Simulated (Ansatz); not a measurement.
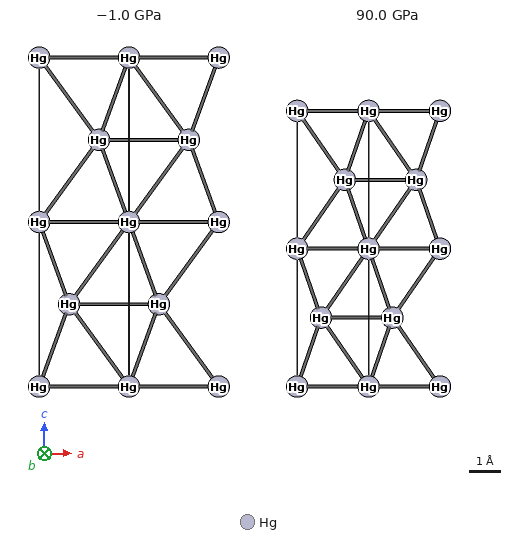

Solid Hg (set up in P6_3/mmc), relaxed (cell and atoms) at several target pressures. The picture shows the first and the last member. The picture is a ball-and-stick view of the cell of the calculation, repeated 2 × 1 × 1 with one cell outlined, seen along the b axis.

Computed with Ansatz 0.2.0: DFT PBE+D3(BJ), scalar-relativistic, plane waves, PAW. Settings: plane-wave cutoff 420 eV; k-point mesh 12 × 12 × 4 at −1.0 to 4.0, 18 × 18 × 4 at 12.0, 18 × 18 × 6 at 25.0 to 90.0 GPa; occupations gaussian; smearing width 0.1 eV; no spin polarisation; cell and atoms relaxed; force threshold 0.008 eV/Å.

```json
{"pressure (GPa)": "−1.0", "volume (Å³/atom)": "27.834", "a (Å)": "3.434", "c (Å)": "10.902"}
{"pressure (GPa)": "0.0", "volume (Å³/atom)": "25.146", "a (Å)": "3.328", "c (Å)": "10.486"}
{"pressure (GPa)": "1.0", "volume (Å³/atom)": "24.135", "a (Å)": "3.281", "c (Å)": "10.358"}
{"pressure (GPa)": "4.0", "volume (Å³/atom)": "?", "a (Å)": "?", "c (Å)": "?"}
{"pressure (GPa)": "12.0", "volume (Å³/atom)": "20.170", "a (Å)": "3.071", "c (Å)": "9.876"}
{"pressure (GPa)": "25.0", "volume (Å³/atom)": "18.309", "a (Å)": "2.938", "c (Å)": "9.795"}
{"pressure (GPa)": "50.0", "volume (Å³/atom)": "16.411", "a (Å)": "2.828", "c (Å)": "9.477"}
{"pressure (GPa)": "90.0", "volume (Å³/atom)": "14.751", "a (Å)": "2.731", "c (Å)": "9.135"}
```

Question: One row is withheld. What does the calculation give there?

Answer: Murnaghan's form V = V₀(1 + B′P/B₀)^(−1/B′), with V₀ = 25.146 Å³ from the row at zero pressure, fits the other rows with B₀ = 15.5 GPa and B′ = 7.72 (largest miss 0.618 Å³). At 4.0 GPa it gives 25.146 × (1 + 7.72 × 4.0/15.5)^(−1/7.72) = 21.818 Å³ per atom. One smooth curve fits the rows poorly, so the structure changes its way of compressing along the series. The calculation gives 22.473 Å³/atom (a = 3.192 Å, c = 10.187 Å). The estimate is 0.655 Å³/atom too low. From the first member to the last: Hg–Hg 3.434 → 2.731 Å, Hg–Hg 3.370 → 2.775 Å.

The whole series:

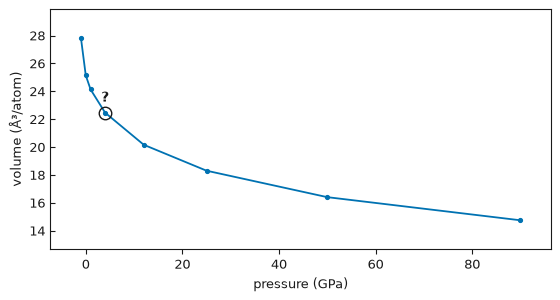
